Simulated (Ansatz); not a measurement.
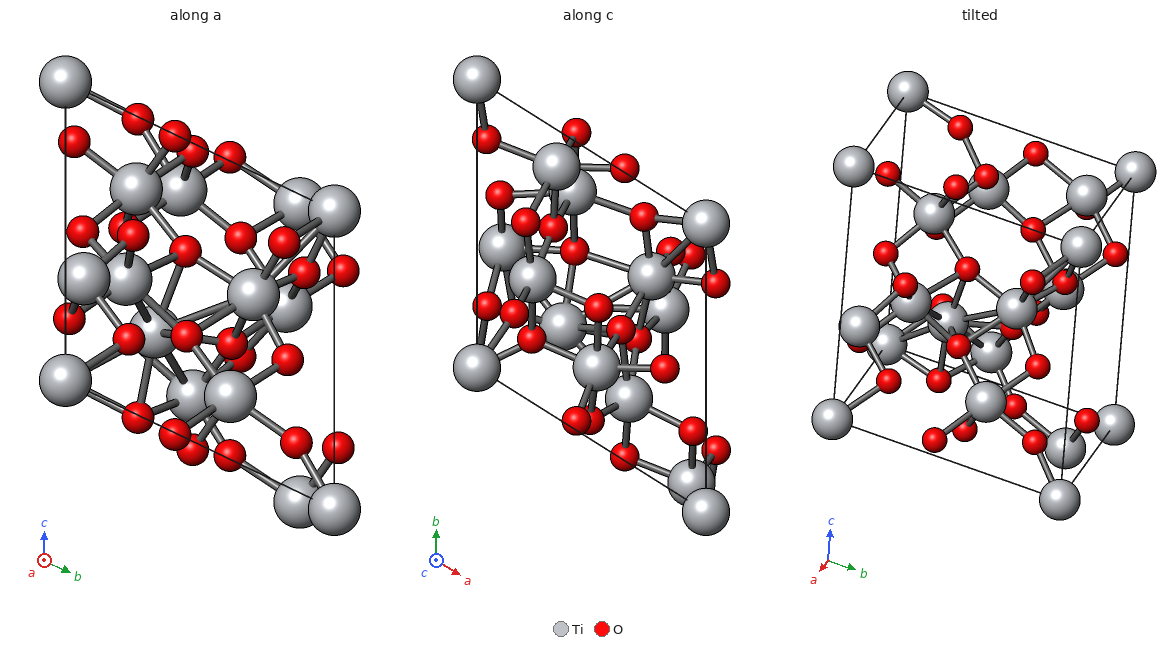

View along the a axis, along the c axis and slightly off an axis, drawn as a ball-and-stick model. Lines trace the edges of the simulation cell.

Notes on the structure:

The structure is one of Ti₁₁O₁₉. The atoms as placed leave only P1. It has 30 atoms to the cell (11 Ti, 19 O).

The initial geometry was a structure listed in the Materials Project, repeated into a supercell with a point defect put in. Earlier steps of the study, as a rule a relaxation of our own, may have changed the cell and positions, so they can lie some per cent off the listed ones. It was set up as input for a calculation with Ansatz.
